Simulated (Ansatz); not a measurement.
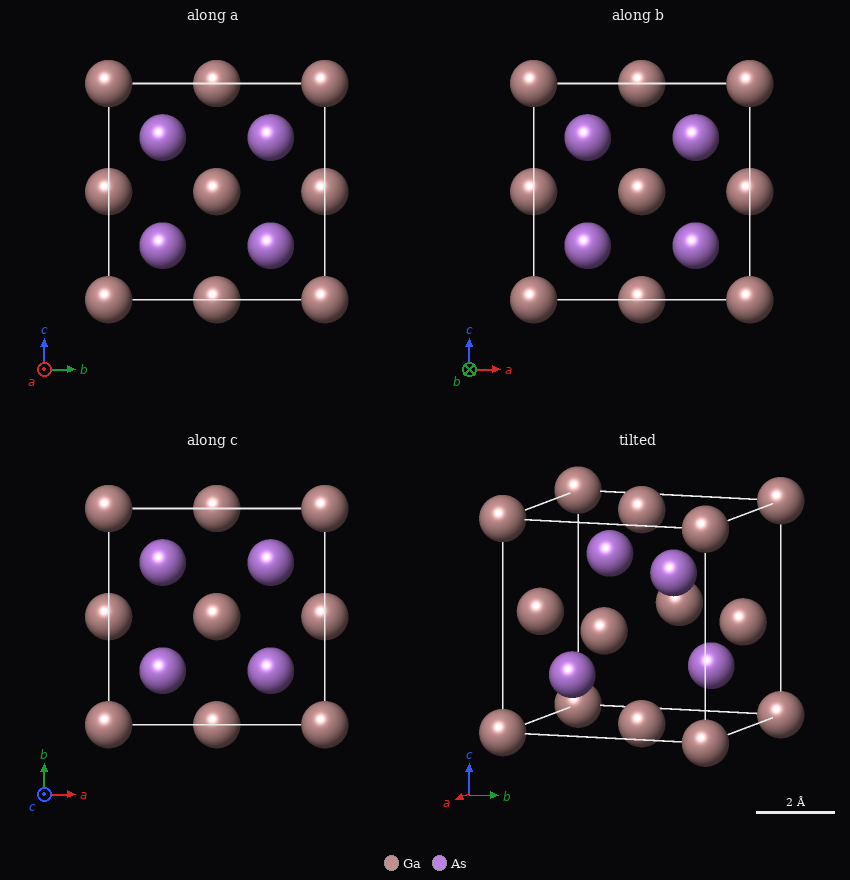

Drawn in the spheres-only manner and seen along the a axis, along the b axis, along the c axis and slightly off an axis. The wireframe shows the conventional unit cell.

Lattice parameters: a = 5.553 Å, b = 5.553 Å, c = 5.553 Å, α = 90.00°, β = 90.00°, γ = 90.00°.

Set out the cell and atoms as a table of Wyckoff sites.

Space group F-43m (No. 216).
```tsv
atom	site	x	y	z
Ga	4a	0.0000	0.0000	0.0000
As	4d	0.2500	0.2500	0.7500
```

The model was built from a structure type filled with these elements by a generator (whether the compound takes this form wasn't checked). The cell was then strained or its atoms displaced on purpose. A calculation with Ansatz used it as input.

At this level of theory the cell isn't at rest (compressed, at 6 GPa), so its distances can differ from those at equilibrium, the more so the softer the solid.
